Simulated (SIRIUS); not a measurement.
**Energy of CdSe along an even scaling of the cell**

System: CdSe (F-43m, 2 atoms in the cell).
Method: Kohn-Sham DFT of a periodic cell, PBEsol, dojo-sr-pbesol-0.4.1-standard, no spin polarisation (SIRIUS 7.12.0).

The 7 runs differ only in the geometry, by an even scaling of the cell at fixed fractional positions. The structure derives from a Materials Project entry.

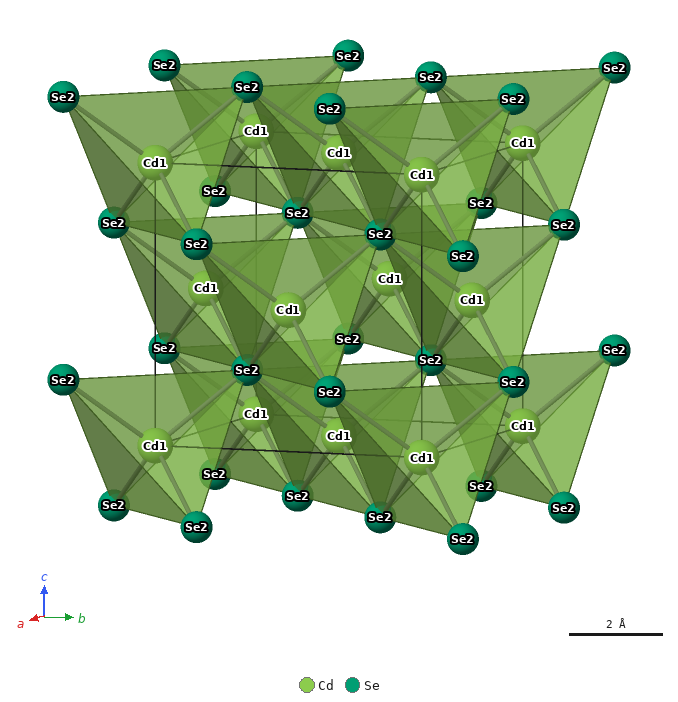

Figure 1. The structure of run 4 (polyhedral view of the cell 4 times as large as that of the calculation, set on its symmetry axes, seen slightly off an axis; polyhedra are completed across the faces of the cell; atoms are numbered from 1 in the order of the input). An atom can appear more than once, as a periodic image.

**Input of run 4**
```
{
  "control": {
    "processing_unit": "cpu",
    "verbosity": 2,
    "num_bands_to_print": 27,
    "print_forces": true,
    "print_stress": true
  },
  "parameters": {
    "electronic_structure_method": "pseudopotential",
    "xc_functionals": ["XC_GGA_X_PBE_SOL", "XC_GGA_C_PBE_SOL"],
    "gk_cutoff": 10.1,
    "pw_cutoff": 20.2,
    "ngridk": [8, 8, 8],
    "shiftk": [0, 0, 0],
    "smearing": "fermi_dirac",
    "smearing_width": 0.0018374661,
    "num_bands": 27,
    "num_mag_dims": 0,
    "num_dft_iter": 100,
    "energy_tol": 1e-08,
    "density_tol": 1e-06
  },
  "iterative_solver": {
    "type": "davidson",
    "min_tolerance": 1e-10
  },
  "mixer": {
    "type": "anderson",
    "beta": 0.7,
    "max_history": 8
  },
  "settings": {
    "tol_ne": 1e-10,
    "pseudo_grid_cutoff": 6.5
  },
  "unit_cell": {
    "lattice_vectors": [
      [0.0, 0.707106781187, 0.707106781187],
      [0.707106781187, 0.0, 0.707106781187],
      [0.707106781187, 0.707106781187, 0.0]
    ],
    "lattice_vectors_scale": 8.2052270577,
    "atom_coordinate_units": "lattice",
    "atom_types": ["Cd", "Se"],
    "atom_files": {
      "Cd": "Cd.json",
      "Se": "Se.json"
    },
    "atoms": {
      "Cd": [
        [0.0, 0.0, 0.0]
      ],
      "Se": [
        [0.25, 0.25, 0.25]
      ]
    }
  }
}
```

Command:
```bash
upf_to_json Cd.upf
upf_to_json Se.upf
OMP_NUM_THREADS=4 sirius.scf --input=sirius.json --output=out.json --task=0
```

Lattice vectors (Å) and fractional positions of run 4:
```
   0.000000    3.070271    3.070271
   3.070271    0.000000    3.070271
   3.070271    3.070271    0.000000
Cd  0.000000  0.000000  0.000000
Se  0.250000  0.250000  0.250000
```

Run 3 has the same physical settings and fractional positions; its lattice vectors (Å) are:
```
   0.000000    3.049665    3.049665
   3.049665    0.000000    3.049665
   3.049665    3.049665    0.000000
```

**Results, with one run withheld**

| run | volume per atom (Å³) | free energy per atom, from the lowest run given (meV) | pressure (GPa) | gap on the mesh (eV) |
| --- | --- | --- | --- | --- |
| 1 | 27.206 | 4.63 | 1.86 | 0.55 |
| 2 | 27.784 | 0.00 | 0.64 | 0.50 |
| 3 | 28.363 | ? | ? | ? |
| 4 | 28.942 | 2.78 | −1.41 | 0.43 |
| 5 | 29.521 | 9.32 | −2.27 | 0.39 |
| 6 | 30.100 | 18.78 | −3.03 | 0.35 |
| 7 | 30.679 | 30.84 | −3.71 | 0.31 |

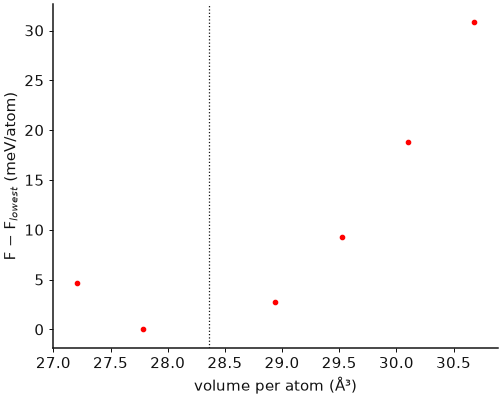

Figure 2. Free energy per atom of the runs given; the dotted line marks run 3.

Estimate the energy of run 3 from the others.

A cubic polynomial in V^(−2/3) (the Birch–Murnaghan form), fitted to the 6 runs given, misses them by under 0.01 meV per atom. With x = V^(−2/3) − 0.10595 Å⁻², it reads F = 3.2634 − 3733.5 x + 8.6168e+05 x² + 3.1793e+06 x³ (meV per atom). At run 3 it gives −0.46 meV per atom, and the run itself gives −0.46. The slope of the fit gives a pressure −dF/dV of −0.41 GPa there, and the run prints −0.45 GPa. The fit has its minimum at 28.139 Å³ per atom, where V d²F/dV² gives 52.2 GPa: the bulk modulus at this level, since symmetry fixes the shape and the positions. The gap on the mesh goes, without turning, from 0.55 eV in run 1 to 0.31 eV in run 7; run 3 has 0.46 eV. These are gaps of this functional on this mesh, which can miss the band edges; they aren't the measured gap.

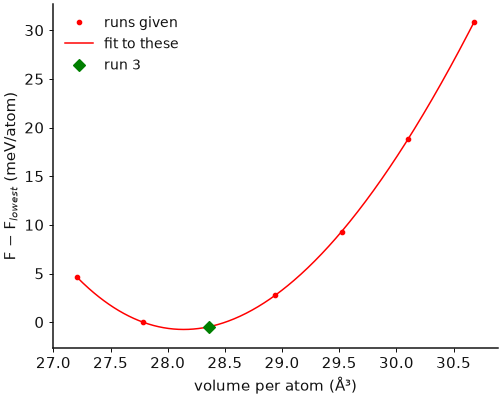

Figure 3. The fit and the withheld run.

**Some lines of the output (run 3)**
```
[...]
[find] Total energy                   :    -296.35892221 (Ha),    -592.71784443 (Ry)
[find] Free energy (E-TS)             :    -296.35892402 (Ha),    -592.71784805 (Ry)
[find] band gap (eV)                  :       0.46456398
[find] Efermi                         :       0.28616893
[find] Total energy                   :    -296.35892222 (Ha),    -592.71784444 (Ry)
[find] Free energy (E-TS)             :    -296.35892403 (Ha),    -592.71784806 (Ry)
[find] band gap (eV)                  :       0.46454146
[find] Efermi                         :       0.28617012
[find] band gap (eV)                  :       0.46455385
[find] Efermi                         :       0.28617019
[find] band gap (eV)                  :       0.46456146
[find] Efermi                         :       0.28616982
[find] band gap (eV)                  :       0.46456250
[find] Efermi                         :       0.28616981
```
